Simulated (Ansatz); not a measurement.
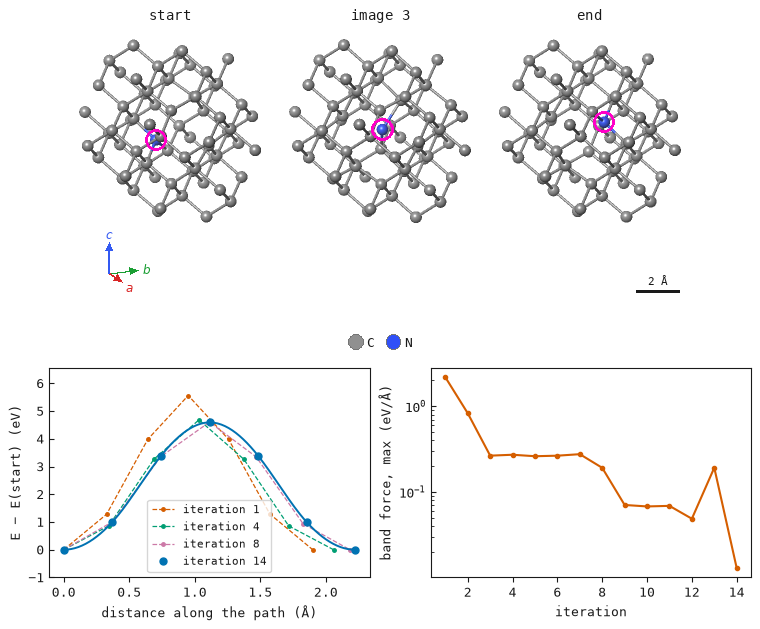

A nudged-elastic-band calculation for C with a C vacancy (63 atoms in the cell, charge +1). Images are numbered from 0 (start) to 6 (end). The plot follows the band through its iterations. A ball-and-stick model of the atoms within 4.5 Å of the middle of the path, seen slightly off an axis. The moving atom is ringed, with any periodic copies. Bonds to atoms that aren't drawn are left out.

Computed with Ansatz 0.2.0, DFT PBEsol, scalar-relativistic, plane waves, PAW. Settings: plane-wave cutoff 420 eV; k-point mesh 2 × 2 × 2; Fermi-Dirac smearing 0.02 eV; 5 movable images; climbing image; force threshold 0.05 eV/Å; iteration limit 70; starting path by image-dependent pair potential.

Judge this run.

Answer. The run is converged, with reservations. The band converged in 14 iterations. The largest component of the band force went from 2.2 to 0.013 eV/Å. The climbing image converged on the top of the path. A check of its curvatures didn't confirm a first-order saddle. The first iteration put the highest image at 5.56 eV. The barrier is about 4.59 eV in both directions, with image 3 at the top; the ends have the same energy.

Limits of the set-up: the k-point mesh is coarse for a cell with partly filled bands; the periodic images lie only 7.1 Å apart, so the values are limited by the cell's size; the cell is charged, on a uniform background, and energies carry no finite-size correction.

The run took 20 min on 4 threads of Arm Neoverse V2, on a shared host, peak memory 3.9 GiB.

PAW datasets: the set soft_1.
